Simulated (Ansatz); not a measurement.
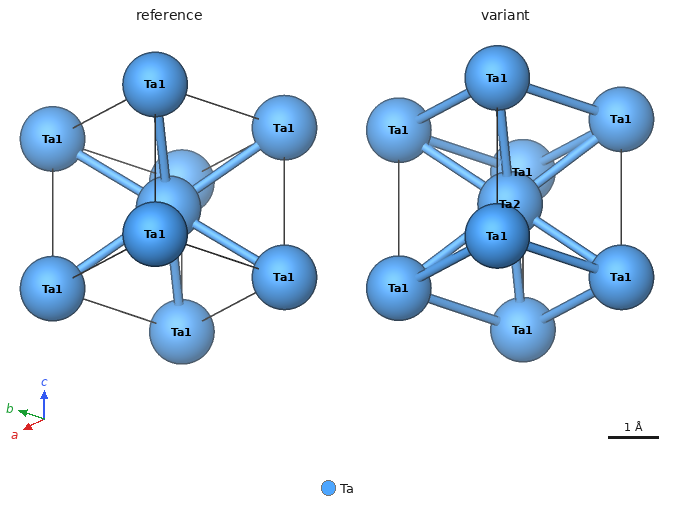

Left: solid Ta (set up in Im-3m). Right: the same structure after one change, at the same scale. A ball-and-stick model of the cell of the calculation, seen from a free direction.

These are results of Ansatz, DFT PBE, scalar-relativistic, plane waves, PAW, not measurements. (plane-wave cutoff 420 eV; k-point mesh 16 × 16 × 16; occupations gaussian; smearing width 0.1 eV; no spin polarisation)

Question: Which change leads from the left to the right?

Answer: Biaxial strain in the a–b plane, −4.0 %, is applied. The c axis and the atoms are relaxed.

Question: And its effect?

Answer: It costs 44.8 meV per atom. Pressure: 0.1 GPa before, 6.6 GPa after. The principal stresses (compression positive) are 0.0 GPa along c and 9.9 GPa across it. Both are metals. The volume changes by −2.8 %, with a = b 3.319 → 3.186 Å (−4.0 %), c 3.319 → 3.502 Å (+5.5 %). The atoms keep their places relative to the cell (all moves are under 0.005 Å). Some distances before and after: Ta–Ta 3.319 → 3.186 Å, Ta–Ta 2.874 → 2.854 Å. The space group (tolerance 0.01 Å) goes from Im-3m (No. 229) to I4/mmm (No. 139).
